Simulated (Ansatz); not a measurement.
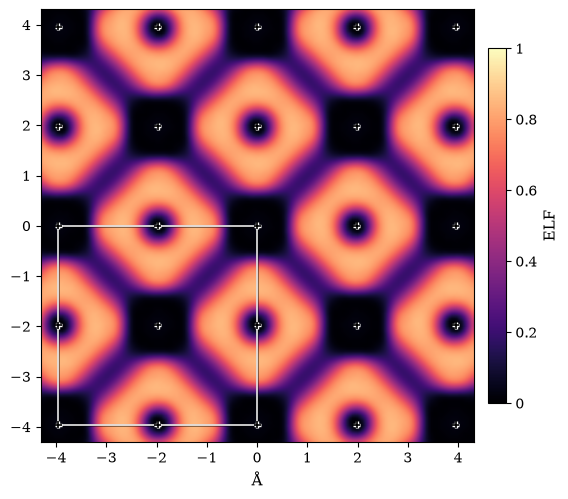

The ELF on a plane through atoms (crosses mark nuclei in the plane).

Theory: DFT, LDA, PAW with Ansatz's default frozen-core files, scalar-relativistic in Ansatz.

Candidates:
A. PbF2, a = 4.20 Å, b = 4.20 Å, c = 5.88 Å, α = 90.00°, β = 90.00°, γ = 90.00°. Space group I4/mmm; changed on purpose from its base cell (zz strain of -1 %, PAW files); computed pressure about −4 GPa in this cell.
B. AlN, a = 3.96 Å, b = 3.96 Å, c = 3.96 Å, α = 90.00°, β = 90.00°, γ = 90.00°. Space group Fm-3m; computed pressure about 12 GPa in this cell.

Which candidate gave the map?

Candidate B: AlN on the (100) plane of the conventional cell, which holds Al and N. Al–N (1.98 Å): the ELF peaks at about 0.85 in the valence shell of N, 0.7 Å from its nucleus, and is about 0.80 at the midpoint.
